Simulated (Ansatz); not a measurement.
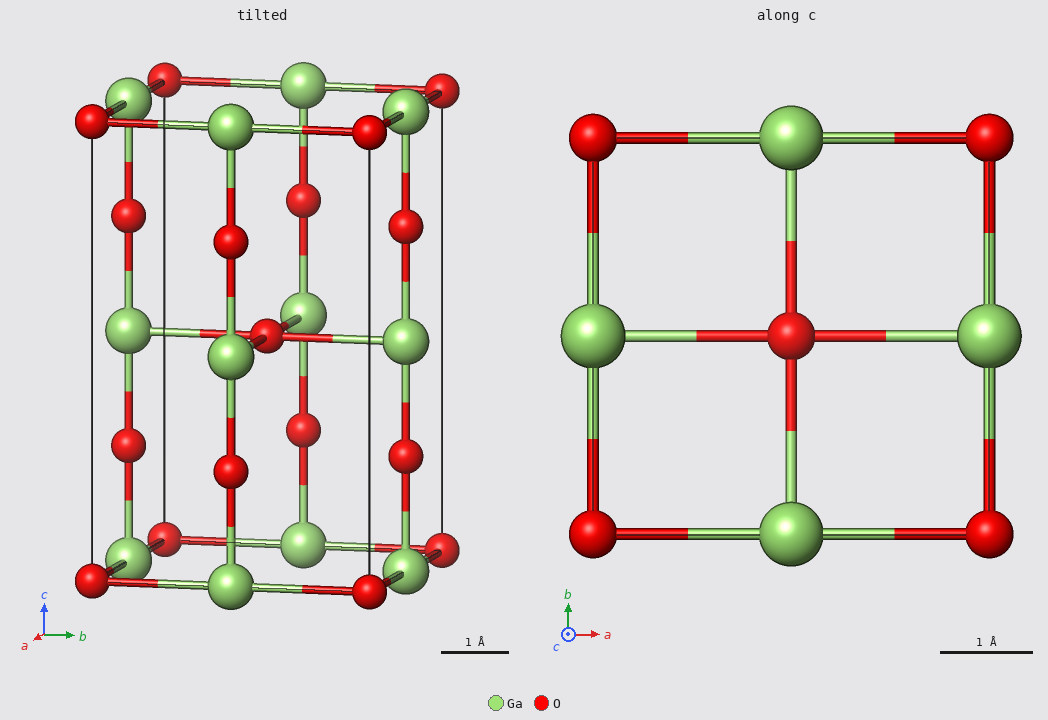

We look at a ball-and-stick model of the crystal slightly off an axis and along the c axis. The lines enclose the conventional unit cell; boundary atoms appear with their images. Cell: a = 4.34 Å, b = 4.34 Å, c = 7.03 Å, α = 90.00°, β = 90.00°, γ = 90.00°.

Its origin is a random cell made by a generator, so it need not be a real form of the compound. Earlier steps of the study may have refined or changed the cell and positions. Ansatz was used for an electronic-structure calculation on it.

Caption:

Answer. Its composition is Ga2O3. Its lattice is body-centred tetragonal, its space group I4/mmm (No. 139). It has 10 atoms to the cell (4 Ga, 6 O). Within bonding distance, the neighbour counts come to Ga 4 and O 2 to 4 (mean 2.7).

Level of theory and settings: Ansatz 0.2.0, DFT PBE, scalar-relativistic, plane waves, PAW, a basis cut at 420 eV, k-points about 0.17 Å⁻¹ apart, Gaussian smearing of 0.1 eV, no spin polarisation.

Classify it as metallic or gapped, with the value.

Answer. A metal: bands cross the Fermi level.

What are the atomic charges by Bader's partition?

Answer. Ga +1.69 e; O -1.13 e.

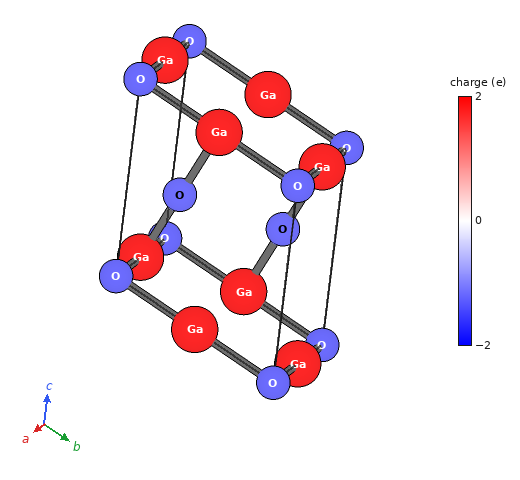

The atoms coloured by those charges. The run's cell of 5 atoms is drawn in a reduced setting, so axes and origin can differ from the first picture.

Does the calculation find this structure at rest?

Answer. Yes. All forces vanish to within 0.01 eV/Å. The pressure is 0.0 GPa, close to zero.
